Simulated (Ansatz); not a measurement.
**Band-structure calculation of InAs**

- system: InAs (2 atoms in the cell)
- method: DFT, PBEsol, PAW with Ansatz's default frozen-core files, scalar-relativistic, no spin polarisation (Ansatz 0.2.0)

The structure derives from an entry of the Crystallography Open Database. It belongs to a series of runs on one base structure; here: functional pbesol, PAW files. Figures and captions count atoms from 1; the log counts them from 0 in places.

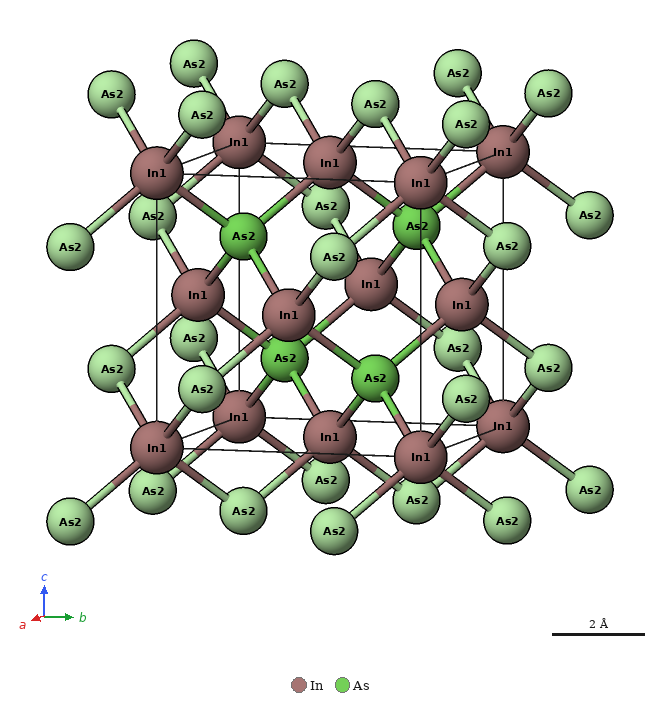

Fig. 1: The structure (ball-and-stick view of the cell 4 times as large as that of the calculation, set on its symmetry axes, seen slightly off an axis; neighbours outside the cell are drawn fainter; atoms are numbered from 1 in the order of the input). An atom can appear more than once, as a periodic image. Near neighbours in the periodic cell (some may lie outside the picture): In has 4 As at 2.62 Å; As has 4 In at 2.62 Å.

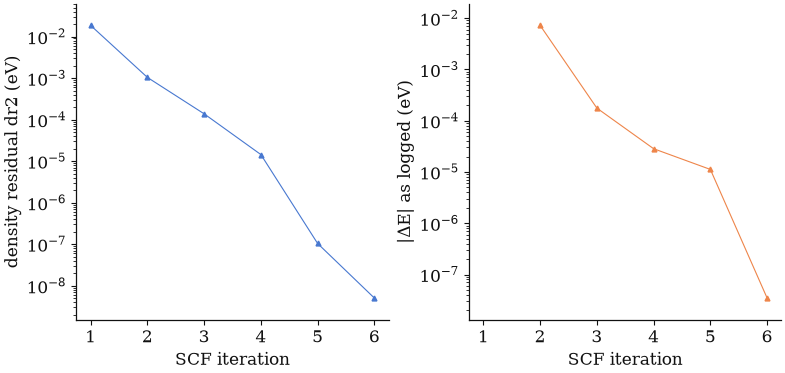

Fig. 2: Convergence of the self-consistent field: density residual dr2 and size of the energy change against the SCF iteration. The residual falls at every step.

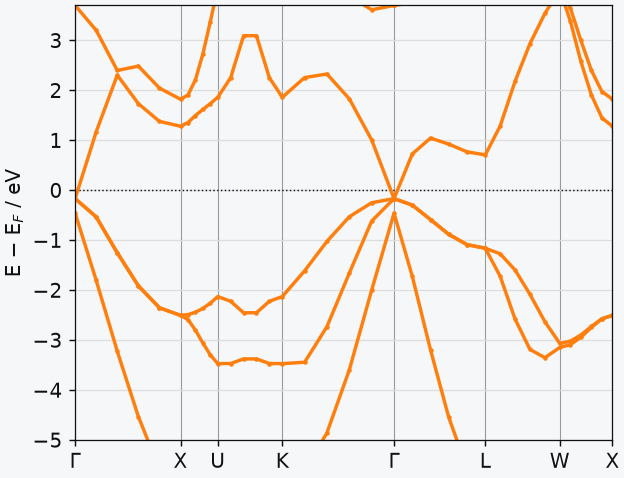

Fig. 3: Band structure along Γ–X–U–K–Γ–L–W–X, with energies from the Fermi level. Bands cross the Fermi level: a metal at this level of theory.

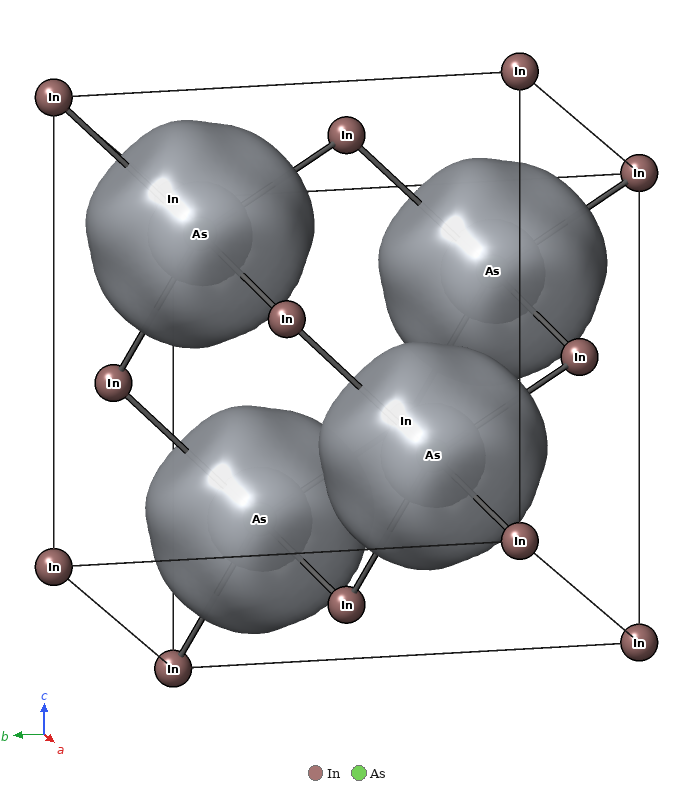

Fig. 4: Isosurface of the electron localisation function at 0.55 (grey), seen at an oblique angle. Only the valence region is drawn (cores and ρ < 0.01 e/Å³ removed). Sticks mark near contacts. The outline is the cell set on symmetry axes. Values along the shortest contacts: In–As (2.62 Å): the ELF peaks at about 0.75 between the atoms. Core electrons are frozen (PAW), so the fields are smoothed inside the atomic spheres.

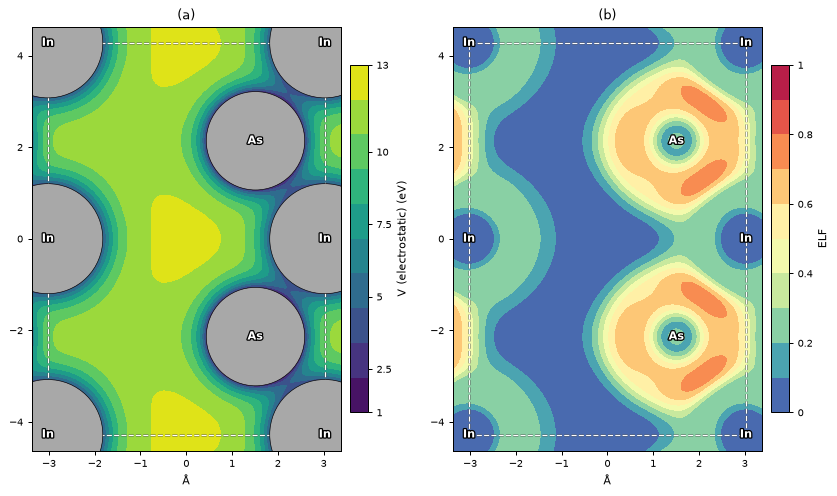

Fig. 5: (a) electrostatic potential (local pseudopotential plus Hartree) felt by an electron; (b) electron localisation function on the (101) plane of the conventional cell. Grey discs, where drawn, cover atomic cores. The section cuts through In and As sites. In–As (2.62 Å): the ELF peaks at about 0.75 between the atoms. Outside the cores the potential energy rises away from the atoms and is highest about 2.6 Å from the nearest atoms; outside the discs it spans about 11 eV, and its zero is arbitrary.

These pictures come from the run below.

**The input**
```yaml
crystal:
  lattice:
    - [0.0, 3.024, 3.024]
    - [3.024, 0.0, 3.024]
    - [3.024, 3.024, 0.0]
  atoms:
    - { symbol: In, position: [0.0, 0.0, 0.0] }
    - { symbol: As, position: [0.75, 0.75, 0.75] }
kpoints:
  mp_grid: { grid: [10, 10, 10] }
  band_path:
    path:
      - [0.0, 0.0, 0.0]
      - [-0.5, -0.5, 0.0]
      - [-0.375, -0.375, 0.25]
      - [-0.375, 0.0, 0.375]
      - [0.0, 0.0, 0.0]
      - [0.0, 0.0, 0.5]
      - [-0.5, -0.25, 0.25]
      - [-0.5, -0.5, 0.0]
    npoints: 5
scf:
  occupations: { method: fermi_dirac, width: 0.08 }
hamiltonian:
  xc: pbesol
  pseudopotentials: { kind: paw }
output:
  forces: true
  stress: true
  eigenvalues: true
  efg: { contact_densities: true }
  write_density: true
  write_potential: true
  elf: true
  volumetric_format: npy
```

Command:
```bash
ansatz run input.yaml --threads 1 --pin off --max-ram 2048MiB --backend cpu --events-out ev --progress --plain --runs-dir out
```

**What the program printed**
```
In: output.efg is read without spin–orbit coupling, which moves field gradients at and beside such atoms by some per cent and up to a factor of two; PAW files take it under magnetization.noncollinear and magnetization.spin_orbit
Engine: ansatz 0.2.0, x86_64-unknown-linux-gnu
Pseudopotentials: kind: paw
Pseudopotential: In, paw, valence charge 13, recommended cutoff 420 eV (normal), In.paw.azcp
Pseudopotential: As, paw, valence charge 15, recommended cutoff 420 eV (normal), As.paw.azcp
Functional definition: PBEsol
  exchange = pbesol_x
  correlation = pbesol_c
Crystal: 2 atoms, lattice volume = 55.306 Å³
Basis set: ecut = 420 eV, 1067 PW (Γ), exchange–correlation on 60×60×60 points (8 copies of the dense FFT grid, shifted against one another)
Bands: 18, of which v1, the nominal top of the filled ones, is band 14 counted from 1 (13 counted from 0)
Symmetry: 24 space group operations
Space group: F-43m (ITA 216), of the structure as read, at distance tolerance 3.8e-5 Å
k-points: 47 of 1000 (time reversal used)
Non-local potential: In, projectors of the file, l = 0: 2, l = 1: 2, l = 2: 2, l = 3: 2
Non-local potential: As, projectors of the file, l = 0: 2, l = 1: 2, l = 2: 3, l = 3: 1
PAW form: soft (Blöchl's): semilocal exchange-correlation on the pseudo side does not see the compensation charge
PAW frozen core: In, regenerated for the run's functional, and the local potential with it (the file was generated under x = pbe(κ = 0.804, μ = 0.2195149727645171), c = pbe(β = 0.06672455060314922))
PAW frozen core: As, regenerated for the run's functional, and the local potential with it (the file was generated under x = pbe(κ = 0.804, μ = 0.2195149727645171), c = pbe(β = 0.06672455060314922))
PAW one-centre angular grid: In, 590 points (default); XC on 64 Gauss nodes
PAW one-centre angular grid: As, 590 points (default); XC on 64 Gauss nodes
Initial density: superposition of atomic densities (neutral atoms: chi_scale 0, normalization atom), corrected by the library's trained network
Initial wavefunctions: pseudopotential atomic-orbital guess
Functional: x = pbesol(κ = 0.804, μ = 0.12345679012345678), c = pbesol(β = 0.046)
SCF iter   1: F=—  HF=-10338.831845 eV  |F-HF|=—  |Δ(HF+E_count)|=         —  Δρ=4.42e-3  dr2=1.86e-2  ethr=1.77e-3  ⟨swp⟩=5.8  Hψ=4164  notcnv=0
preconditioner: auto → none  [insulator: Δε(μ)=0.825 eV  Ē_g=14.624 eV  σ=0.080 eV  W_gap=0.88  n_scr=14 (ndim 8)  ℏωp=21.2 eV  f_vac=0.107  D(μ)=0.02/eV (n_scr^D=0)  ε∞_Penn≈3.1]
SCF iter   2: F=—  HF=-10338.824621 eV  |F-HF|=—  |Δ(HF+E_count)|=   7.22e-3  Δρ=1.49e-3  dr2=1.04e-3  ethr=6.63e-5  ⟨swp⟩=2.0  Hψ=1591  notcnv=0
SCF iter   3: F=—  HF=-10338.824445 eV  |F-HF|=—  |Δ(HF+E_count)|=   1.76e-4  Δρ=4.90e-4  dr2=1.38e-4  ethr=3.70e-6  ⟨swp⟩=2.0  Hψ=1504  notcnv=0
SCF iter   4: F=—  HF=-10338.824473 eV  |F-HF|=—  |Δ(HF+E_count)|=   2.84e-5  Δρ=2.04e-4  dr2=1.44e-5  ethr=4.93e-7  ⟨swp⟩=2.0  Hψ=1015  notcnv=0
SCF iter   5: F=—  HF=-10338.824484 eV  |F-HF|=—  |Δ(HF+E_count)|=   1.12e-5  Δρ=1.69e-5  dr2=1.04e-7  ethr=5.14e-8  ⟨swp⟩=2.0  Hψ=1005  notcnv=0
SCF iter   6: F=-10338.824484 eV  HF=-10338.824484 eV  |F-HF|=4.05e-9  |Δ(HF+E_count)|=   3.47e-8  Δρ=3.65e-6  dr2=5.04e-9  ethr=3.57e-10  ⟨swp⟩=9.2  Hψ=5971  notcnv=0
SCF 1 converged in 6 iterations: F = -10338.824484 eV  dr2 = 5.04e-9
  greatest PAW one-centre occupation: 0.999 electrons in one spin orbital (limit 2), on the As atom at site 1 (counted from 0), in its partial waves of l = 2
NSCF: frozen V_eff on 36 k-points
SCF converged after 6 iterations
Free energy (F): -10338.824484 eV
Harris-Foulkes:  -10338.824484 eV  (|F-HF|=4.05e-9)
Internal energy: -10338.823774 eV  (E = F + TS)
E sigma→0 (E₀):  -10338.824129 eV
Entropy (-TS):   -0.000710 eV (-0.355 meV/atom)
Fermi energy:    7.867462 eV
--- Per-component energies (eV) ---
  E_band       = -315.886197
  E_kinetic    = 347.260158
  E_local      = -3278.402449  (includes V_loc(G=0)·N_el)
  E_nonlocal   = -299.751890
  E_hartree    = 1583.444181
  E_xc         = -292.100932
  E_vxc        = -179.104720  (∫ρ·V_xc dr)
  E_paw        = -5877.691265  (= ΣΔE_a)
  E_vpaw       = -72.772145  (= ΣTr[D̂ρ^β])
  E_aug_tail   = 0.000034  (compensation charges beyond the density's cutoff)
  E_ewald      = -2522.783943
  E_core_change = 1.202331  (= ΣΔE_core)
  E_smearing   = -0.000710  (= −TS)
  E_closure    = 0.000000  (closes the sum)
  Σ components = -10338.824484   (vs F -10338.824484, Δ=0.00e0)
--- Forces (eV/Å), atoms counted from 1 ---
  atom   1  In    -0.00000000     0.00000000     0.00000000
  atom   2  As     0.00000000    -0.00000000    -0.00000000
  max |Σ_I F_I| component: 1.83e-16 eV/Å
--- Stress (GPa, compression-positive) ---
        1.129243      -0.000000      -0.000000
       -0.000000       1.129243       0.000000
       -0.000000       0.000000       1.129243
  P = ⅓ Tr σ = 1.1292 GPa (11.292 kbar)
--- PAW observables at the nuclei: V_zz in 10²¹ V/m², potentials from the cell's mean, atoms counted from 1 ---
  atom   1  In V_zz =    +0.000000   η = 0.0000   by run symmetry: forbidden
            electrostatic potential = -7936.582569 V   contact ρ = 1131359.826152 e/Å³
  atom   2  As V_zz =    +0.000000   η = 0.0000   by run symmetry: forbidden
            electrostatic potential = -4514.763596 V   contact ρ = 235053.844989 e/Å³
--- Band table (eV; the first three rows and the last of 47) ---
  k-point 0: bands = ["-27.3117", "-27.3117", "-27.3117", "-27.3037", "-27.3037", "-6.6345", "-6.6345", "-6.6345", "-6.5061", "-6.5061", "-4.1875", "7.4107", "7.7020", "7.7020", "7.7020", "11.5699", "11.5699", "11.5699"]
  k-point 1: bands = ["-27.3117", "-27.3117", "-27.3117", "-27.3037", "-27.3037", "-6.6483", "-6.6305", "-6.6305", "-6.5063", "-6.5063", "-4.0825", "6.1464", "7.5723", "7.5723", "8.5961", "11.6215", "11.7603", "11.7603"]
  k-point 2: bands = ["-27.3117", "-27.3116", "-27.3116", "-27.3036", "-27.3036", "-6.6826", "-6.6210", "-6.6210", "-6.5060", "-6.5060", "-3.7848", "4.6726", "7.2816", "7.2816", "8.9139", "12.1408", "12.1408", "12.2414"]
  k-point 46: bands = ["-27.3118", "-27.3115", "-27.3112", "-27.3037", "-27.3033", "-6.8015", "-6.5802", "-6.5587", "-6.5249", "-6.4960", "-2.1162", "1.9606", "4.7773", "4.8470", "11.2575", "11.5200", "13.3735", "14.0984"]
```

**File rho_z.tsv**
```
# z_ang	rho[e/angstrom^3]
# format = ansatz-planar-average/11
# lattice	0.000000000	3.024000000	3.024000000
# lattice	3.024000000	0.000000000	3.024000000
# lattice	3.024000000	3.024000000	0.000000000
# sites	2
# site	49	0.000000000	0.000000000	0.000000000
# site	33	4.536000000	4.536000000	4.536000000
0.000000	8.456566e-1
0.142553	7.850625e-1
0.285105	6.727391e-1
0.427658	5.336937e-1
0.570211	3.955871e-1
0.712764	2.788219e-1
0.855316	1.931330e-1
0.997869	1.379986e-1
1.140422	1.062253e-1
1.282975	8.939888e-2
1.425527	8.182063e-2
1.568080	8.073951e-2
1.710633	8.489733e-2
1.853185	9.390605e-2
1.995738	1.079310e-1
2.138291	1.280682e-1
2.280844	1.590057e-1
2.423396	2.131578e-1
2.565949	3.127839e-1
2.708502	4.820721e-1
2.851055	7.220814e-1
2.993607	9.826508e-1
3.136160	1.170076e0
3.278713	1.208378e0
3.421265	1.104396e0
3.563818	9.445932e-1
3.706371	8.251145e-1
3.848924	7.879701e-1
3.991476	8.126107e-1
4.134029	8.475474e-1
```

**File v_z.tsv**
```
# z_ang	v_es[eV]	v_tot[eV]
# format = ansatz-planar-average/11
# xc	pbesol
# density_cutoff_ev	1680
# datasets	In=:simpson_from_first_knot:soft:shift=-803670	As=:simpson_from_first_knot:soft:shift=-1129921
# lattice	0.000000000	3.024000000	3.024000000
# lattice	3.024000000	0.000000000	3.024000000
# lattice	3.024000000	3.024000000	0.000000000
# sites	2
# site	49	0.000000000	0.000000000	0.000000000
# site	33	4.536000000	4.536000000	4.536000000
0.000000	3.532164e-1	-1.137356e1
0.142553	1.155555e0	-1.018312e1
0.285105	1.986730e0	-8.843160e0
0.427658	2.908303e0	-7.304472e0
0.570211	3.997641e0	-5.510626e0
0.712764	5.235457e0	-3.520410e0
0.855316	6.554309e0	-1.468519e0
0.997869	7.837847e0	4.415159e-1
1.140422	8.933532e0	1.976908e0
1.282975	9.718522e0	2.992749e0
1.425527	1.020984e1	3.575071e0
1.568080	1.048760e1	3.875359e0
1.710633	1.056740e1	3.902373e0
1.853185	1.043874e1	3.625538e0
1.995738	1.003015e1	2.976818e0
2.138291	9.307484e0	1.924443e0
2.280844	8.421863e0	6.371325e-1
2.423396	7.617801e0	-6.186773e-1
2.565949	7.053566e0	-1.671835e0
2.708502	6.729165e0	-2.495074e0
2.851055	6.521815e0	-3.183432e0
2.993607	6.242578e0	-3.911105e0
3.136160	5.655212e0	-4.912180e0
3.278713	4.644125e0	-6.321796e0
3.421265	3.316487e0	-8.039375e0
3.563818	1.895760e0	-9.806514e0
3.706371	6.361967e-1	-1.132154e1
3.848924	-2.280797e-1	-1.232067e1
3.991476	-5.401836e-1	-1.264124e1
4.134029	-2.919585e-1	-1.227380e1
```

**Results in brief**

```json
{"quantity": "outcome", "value": "converged"}
{"quantity": "space group (tolerance 0.01 Å)", "value": "F-43m (216)"}
{"quantity": "electrons treated", "value": "28"}
{"quantity": "free energy", "value": "−10338.8245 eV"}
{"quantity": "Fermi energy", "value": "7.867 eV"}
{"quantity": "pressure", "value": "1.13 GPa"}
{"quantity": "field gradient V_zz (10²¹ V/m²)", "value": "zero at all sites"}
{"quantity": "electronic character", "value": "metal"}
{"quantity": "largest force (length of the vector)", "value": "under 0.001 eV/Å"}
{"quantity": "hardware", "value": "1 thread of Intel Xeon (Granite Rapids), 32 GiB of memory available, shared host"}
{"quantity": "wall time", "value": "4.6 s"}
{"quantity": "peak memory", "value": "0.48 GiB"}
```

**Remarks**

Warnings of the run: the field gradients leave out spin–orbit coupling.
